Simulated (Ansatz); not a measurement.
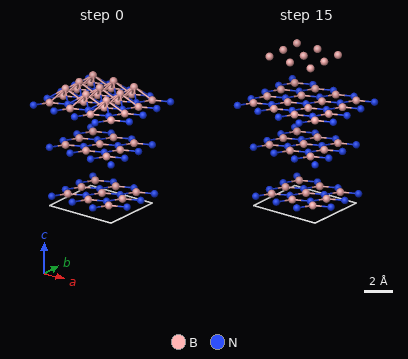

The structure of a slab of composition B4N3 (cut from the R3m phase) before (left) and after (right) a constrained relaxation, at one scale.

The picture is a ball-and-stick view of the 3 × 3 repeat of the cell, outlined in the plane, without the vacuum, seen slightly off an axis.

Case: B put at a hollow N-B site. The slab is the (0 0 1) face of BN with B on it. 2 atoms are held fixed.

Level of theory: DFT PBE+D3(BJ), scalar-relativistic, plane waves, PAW in Ansatz. Set-up: plane-wave cutoff 420 eV; k-point mesh 12 × 12 × 1; occupations gaussian; smearing width 0.05 eV; collinear spin; dipole correction; atoms relaxed in a fixed cell; force threshold 0.03 eV/Å; at most 70 steps.

Q: What changed between the two?

A: Over 15 geometry steps the energy falls by 7.255 eV per cell of the calculation. Largest force component: 7.6 eV/Å at the start, 0.005 eV/Å at the end. The largest move is that of a B atom, 2.38 Å along the normal (+c). Largest moves by element: B 2.38 Å, N 0.03 Å. The cell doesn't change. Some distances before and after: B–N 1.683 → 3.569 Å, B–B 1.684 → 3.566 Å. Bonds break: B–B (1.68 → 3.57 Å), B–N (1.68 → 3.57 Å). The program noted that the starting moments weren't kept.

Limits of the set-up: the periodic images lie only 2.5 Å apart, so the values are limited by the cell's size.
